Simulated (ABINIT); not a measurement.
Dielectric calculation, with input and output: PtS$_{2}$ (part 1 of 3)

The run: dielectric calculation of PtS$_{2}$ (3 atoms in the cell). Method and program: Kohn-Sham DFT of a periodic cell, PBE, PseudoDojo NC SR PBE v0.4.1 standard, no spin polarisation (ABINIT 10.8.3).

The structure derives from an entry of the Crystallography Open Database.

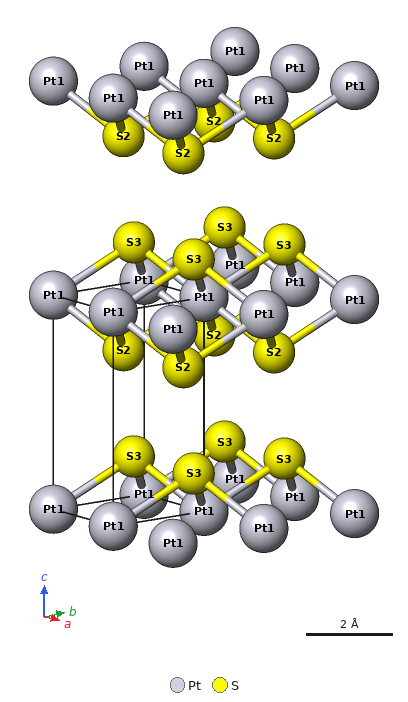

**Figure 1.** The input geometry (ball-and-stick view of the cell of the calculation, repeated 2 × 2 × 2, seen slightly off an axis; atoms are numbered from 1 in the order of the input). An atom can appear more than once, as a periodic image. Near neighbours in the periodic cell (some may lie outside the picture): Pt has 6 S at 2.34 Å; S has 3 Pt at 2.34 Å.

## Input file
```
# Datasets
ndtset 3

# Pseudopotentials
pp_dirpath "./"
pseudos "Pt.upf, S.upf"

# Structure
acell 3*1.0 Angstrom
rprim
     3.5432000000     0.0000000000     0.0000000000
    -1.7716000000     3.0685012107     0.0000000000
     0.0000000000     0.0000000000     5.0388000000
ntypat 2
znucl 78 16
natom 3
typat 1 2 2
xred
            0.0            0.0            0.0
            2/3            1/3   0.7730000000
            1/3            2/3   0.2270000000

# Plane-wave basis
ecut 35.0

# k points
ngkpt 4 4 4
nshiftk 1
shiftk 0.0 0.0 0.5

# Exchange and correlation
ixc 11

# Bands and occupations
nband 15
occopt 1

# SCF cycle
nstep 80
diemac 6.0

# Output
prteig 0
prtebands 0
prtwf 0
prtden 0
prtpot 0

# Dataset 1: ground state
kptopt1 1
tolvrs1 1.0e-15
prtwf1 1

# Dataset 2: derivatives of the wave functions by k
iscf2 -3
rfelfd2 2
rfdir2 1 1 1
getwfk2 1
kptopt2 2
nqpt2 1
qpt2 0.0 0.0 0.0
tolwfr2 1.0e-18
prtwf2 1

# Dataset 3: response at q = 0 to electric field
rfelfd3 3
rfdir3 1 1 1
getwfk3 1
getddk3 2
kptopt3 2
nqpt3 1
qpt3 0.0 0.0 0.0
tolvrs3 1.0e-8
```

## File mrgddb.in
```
merged_DDB
PtS2
2
runo_DS1_DDB
runo_DS3_DDB
```

## File anaddb.abi
```
ddb_filepath "merged_DDB"
output_file "anaddb.abo"
outdata_prefix "ana"
asr 2
chneut 1
dipdip 1
dieflag 2
enunit 0
```

Hardware: 1 thread of Arm Neoverse V1, 112 GiB of memory available, shared host.

Run as:
```bash
abinit run.abi > log 2>&1
mrgddb < mrgddb.in > mrgddb.log 2>&1
anaddb anaddb.abi > anaddb.log 2>&1
```

## Output
```
.Version 10.8.3 of ABINIT
 DATASET    1 : space group P-3 m 1 (#164); Bravais hP (primitive hexag.)
================================================================================
 Values of the parameters that define the memory need for DATASET  1.
     intxc =       0    ionmov =       0      iscf =       7    lmnmax =       8
     lnmax =       8     mgfft =      54  mpssoang =       4    mqgrid =    3001
     natom =       3  nloc_mem =       1    nspden =       1   nspinor =       1
    nsppol =       1      nsym =      12    n1xccc =    2501    ntypat =       2
    occopt =       1   xclevel =       2
       mpw =        3695          nfft =       69984          nkpt =          10
================================================================================
================================================================================

 DATASET    2 : space group P-3 m 1 (#164); Bravais hP (primitive hexag.)
================================================================================
 Values of the parameters that define the memory need for DATASET  2 (RF).
     intxc =       0      iscf =      -3    lmnmax =       8     lnmax =       8
     mgfft =      54  mpssoang =       4    mqgrid =    3001     natom =       3
  nloc_mem =       1    nspden =       1   nspinor =       1    nsppol =       1
      nsym =      12    n1xccc =    2501    ntypat =       2    occopt =       1
   xclevel =       2
      nfft =       69984          nkpt =          32
================================================================================
================================================================================

 DATASET    3 : space group P-3 m 1 (#164); Bravais hP (primitive hexag.)
================================================================================
 Values of the parameters that define the memory need for DATASET  3 (RF).
     intxc =       0      iscf =       7    lmnmax =       8     lnmax =       8
     mgfft =      54  mpssoang =       4    mqgrid =    3001     natom =       3
  nloc_mem =       1    nspden =       1   nspinor =       1    nsppol =       1
      nsym =      12    n1xccc =    2501    ntypat =       2    occopt =       1
   xclevel =       2
      nfft =       69984          nkpt =          32
================================================================================
================================================================================

--------------------------------------------------------------------------------
------------- Echo of variables that govern the present computation ------------
--------------------------------------------------------------------------------
 -outvars: echo values of preprocessed input variables --------
            acell      1.8897261259E+00  1.8897261259E+00  1.8897261259E+00 Bohr
              amu      1.95080000E+02  3.20660000E+01
           diemac      6.00000000E+00
             ecut      3.50000000E+01 Hartree
           getddk1          0
           getddk2          0
           getddk3          2
           getwfk1          0
           getwfk2          1
           getwfk3          1
             iscf1          7
             iscf2         -3
             iscf3          7
              ixc          11
           jdtset        1    2    3
           kptopt1          1
           kptopt2          2
           kptopt3          2
         kptrlatt        4    0    0      0    4    0      0    0    4
          kptrlen      2.67827104E+01
            natom           3
            nband1         15
            nband2         15
            nband3         15
           ndtset           3
            ngfft          36      36      54
             nkpt1         10
             nkpt2         32
             nkpt3         32
             nqpt1          0
             nqpt2          1
             nqpt3          1
            nstep          80
             nsym          12
           ntypat           2
        optdriver1          0
        optdriver2          1
        optdriver3          1
           prtden           0
        prtebands           0
           prteig           0
            prtwf1          1
            prtwf2          1
            prtwf3          0
           rfelfd1          0
           rfelfd2          2
           rfelfd3          3
            rprim      3.5432000000E+00  0.0000000000E+00  0.0000000000E+00
                      -1.7716000000E+00  3.0685012107E+00  0.0000000000E+00
                       0.0000000000E+00  0.0000000000E+00  5.0388000000E+00
           shiftk      0.00000000E+00  0.00000000E+00  5.00000000E-01
          spgroup         164
           tolvrs1     1.00000000E-15
           tolvrs2     0.00000000E+00
           tolvrs3     1.00000000E-08
           tolwfr1     0.00000000E+00
           tolwfr2     1.00000000E-18
           tolwfr3     0.00000000E+00
            typat      1  2  2
           xangst      0.0000000000E+00  0.0000000000E+00  0.0000000000E+00
                       1.7716000000E+00  1.0228337369E+00  3.8949924000E+00
                      -1.0387714861E-16  2.0456674738E+00  1.1438076000E+00
            xcart      0.0000000000E+00  0.0000000000E+00  0.0000000000E+00
                       3.3478388047E+00  1.9328756351E+00  7.3604688985E+00
                      -1.9629936161E-16  3.8657512702E+00  2.1614831047E+00
             xred      0.0000000000E+00  0.0000000000E+00  0.0000000000E+00
                       6.6666666667E-01  3.3333333333E-01  7.7300000000E-01
                       3.3333333333E-01  6.6666666667E-01  2.2700000000E-01
            znucl       78.00000   16.00000

================================================================================

 chkinp: Checking input parameters for consistency, jdtset=   1.

 chkinp: Checking input parameters for consistency, jdtset=   2.

 chkinp: Checking input parameters for consistency, jdtset=   3.

================================================================================
== DATASET  1 ==================================================================

--- !DatasetInfo
iteration_state: {dtset: 1, }
dimensions: {natom: 3, nkpt: 10, mband: 15, nsppol: 1, nspinor: 1, nspden: 1, mpw: 3695, }
cutoff_energies: {ecut:  35.0, pawecutdg:  -1.0, }
electrons: {nelect:   3.00000000E+01, charge:   0.00000000E+00, occopt:   1.00000000E+00, tsmear:   1.00000000E-02, }
meta: {optdriver: 0, ionmov: 0, optcell: 0, iscf: 7, paral_kgb: 0, }
...

 Exchange-correlation functional for the present dataset will be:
  GGA: Perdew-Burke-Ernzerhof functional - ixc=11
  J.P.Perdew, K.Burke, M.Ernzerhof, PRL 77, 3865 (1996)

 Real(R)+Recip(G) space primitive vectors, cartesian coordinates (Bohr,Bohr^-1):
 R(1)=  6.6956776  0.0000000  0.0000000  G(1)=  0.1493501  0.0862273  0.0000000
 R(2)= -3.3478388  5.7986269  0.0000000  G(2)=  0.0000000  0.1724546  0.0000000
 R(3)=  0.0000000  0.0000000  9.5219520  G(3)=  0.0000000  0.0000000  0.1050205
 Unit cell volume ucvol=  3.6969680E+02 bohr^3
 Angles (23,13,12)=  9.00000000E+01  9.00000000E+01  1.20000000E+02 degrees

 getcut: wavevector=  0.0000  0.0000  0.0000  ngfft=  36  36  54
         ecut(hartree)=     35.000   => boxcut(ratio)=   2.01887

--- Pseudopotential description ------------------------------------------------
- pspini: atom type   1  psp file is ./Pt.upf
  78.00000  18.00000  171031                  znucl, zion, pspdat
12 -101130 3 -1 1374                          pspcod,pspxc,lmax,lloc,mmax
     nproj     2     2     2     2

- pspini: atom type   2  psp file is ./S.upf
  16.00000   6.00000  171031                  znucl, zion, pspdat
12 -101130 2 -1 1146                          pspcod,pspxc,lmax,lloc,mmax
     nproj     2     2     2     0

   1.33729513E+03                                ecore*ucvol(ha*bohr**3)
--------------------------------------------------------------------------------

================================================================================

--- !BeginCycle
iteration_state: {dtset: 1, }
solver: {iscf: 7, nstep: 80, nline: 4, wfoptalg: 0, }
tolerances: {tolvrs: 1.00E-15, }
...

     iter   Etot(hartree)      deltaE(h)  residm     vres2
 ETOT  1  -151.55327042593    -1.516E+02 1.058E-01 3.935E+03
 ETOT  2  -150.74519295765     8.081E-01 3.941E-02 1.309E+04
 ETOT  3  -152.48058917698    -1.735E+00 1.973E-02 1.199E+03
 ETOT  4  -152.67055209793    -1.900E-01 1.654E-02 1.967E+02
 ETOT  5  -152.67493957568    -4.387E-03 2.540E-04 1.720E+02
 ETOT  6  -152.69363675136    -1.870E-02 9.790E-05 3.081E+01
 ETOT  7  -152.69867284393    -5.036E-03 1.089E-04 1.884E+00
 ETOT  8  -152.69883402865    -1.612E-04 8.616E-06 1.626E-01
 ETOT  9  -152.69887360653    -3.958E-05 4.586E-06 2.073E-02
 ETOT 10  -152.69887645561    -2.849E-06 5.681E-07 7.432E-04
 ETOT 11  -152.69887674303    -2.874E-07 2.152E-07 4.711E-04
 ETOT 12  -152.69887687751    -1.345E-07 2.495E-08 4.453E-05
 ETOT 13  -152.69887689691    -1.940E-08 1.535E-08 3.358E-07
 ETOT 14  -152.69887690041    -3.504E-09 2.028E-09 6.208E-07
 ETOT 15  -152.69887690137    -9.557E-10 8.955E-10 3.392E-08
 ETOT 16  -152.69887690161    -2.375E-10 1.769E-10 4.353E-08
 ETOT 17  -152.69887690167    -6.492E-11 7.086E-11 5.277E-09
 ETOT 18  -152.69887690169    -2.063E-11 1.498E-11 6.674E-10
 ETOT 19  -152.69887690170    -2.700E-12 6.218E-12 1.850E-10
 ETOT 20  -152.69887690170    -6.594E-12 1.280E-12 9.482E-12
 ETOT 21  -152.69887690170     8.242E-13 5.602E-13 6.557E-11
 ETOT 22  -152.69887690169     7.361E-12 1.099E-13 1.638E-11
 ETOT 23  -152.69887690170    -8.413E-12 4.524E-14 1.327E-12
 ETOT 24  -152.69887690170     2.501E-12 9.836E-15 2.598E-12
 ETOT 25  -152.69887690170     1.933E-12 3.676E-15 2.419E-13
 ETOT 26  -152.69887690170    -3.695E-13 9.463E-16 9.200E-14
 ETOT 27  -152.69887690170     1.023E-12 3.473E-16 2.017E-14
 ETOT 28  -152.69887690170    -4.206E-12 8.850E-17 2.699E-15
 ETOT 29  -152.69887690170     1.876E-12 3.389E-17 2.487E-15
 ETOT 30  -152.69887690170    -4.263E-13 8.213E-18 2.422E-15
 ETOT 31  -152.69887690170    -2.302E-12 3.549E-18 6.525E-17

 At SCF step   31       vres2   =  6.52E-17 < tolvrs=  1.00E-15 =>converged.

 Cartesian components of stress tensor (hartree/bohr^3)
  sigma(1 1)= -3.80252297E-04  sigma(3 2)=  0.00000000E+00
  sigma(2 2)= -3.80252297E-04  sigma(3 1)=  0.00000000E+00
  sigma(3 3)= -2.91708221E-04  sigma(2 1)=  0.00000000E+00

--- !ResultsGS
iteration_state: {dtset: 1, }
comment   : Summary of ground state results
lattice_vectors:
- [  6.6956776,   0.0000000,   0.0000000, ]
- [ -3.3478388,   5.7986269,   0.0000000, ]
- [  0.0000000,   0.0000000,   9.5219520, ]
lattice_lengths: [   6.69568,    6.69568,    9.52195, ]
lattice_angles: [ 90.000,  90.000, 120.000, ] # degrees, (23, 13, 12)
lattice_volume:   3.6969680E+02
convergence: {deltae: -2.302E-12, res2:  6.525E-17, residm:  3.549E-18, diffor: null, }
etotal    :  -1.52698877E+02
entropy   :   0.00000000E+00
fermie    :   2.76123659E-01
cartesian_stress_tensor: # hartree/bohr^3
- [ -3.80252297E-04,   0.00000000E+00,   0.00000000E+00, ]
- [  0.00000000E+00,  -3.80252297E-04,   0.00000000E+00, ]
- [  0.00000000E+00,   0.00000000E+00,  -2.91708221E-04, ]
pressure_GPa:   1.0319E+01
xred      :
- [  0.0000E+00,   0.0000E+00,   0.0000E+00, Pt]
- [  6.6667E-01,   3.3333E-01,   7.7300E-01,  S]
- [  3.3333E-01,   6.6667E-01,   2.2700E-01,  S]
cartesian_forces: # hartree/bohr
- [  2.68097857E-29,   1.54786370E-29,  -0.00000000E+00, ]
- [  1.87668500E-28,   2.01222281E-28,  -2.59704810E-02, ]
- [ -2.14478285E-28,  -2.16700918E-28,   2.59704810E-02, ]
force_length_stats: {min:   3.09572739E-29, max:   2.59704810E-02, mean:   1.73136540E-02, }
...
```
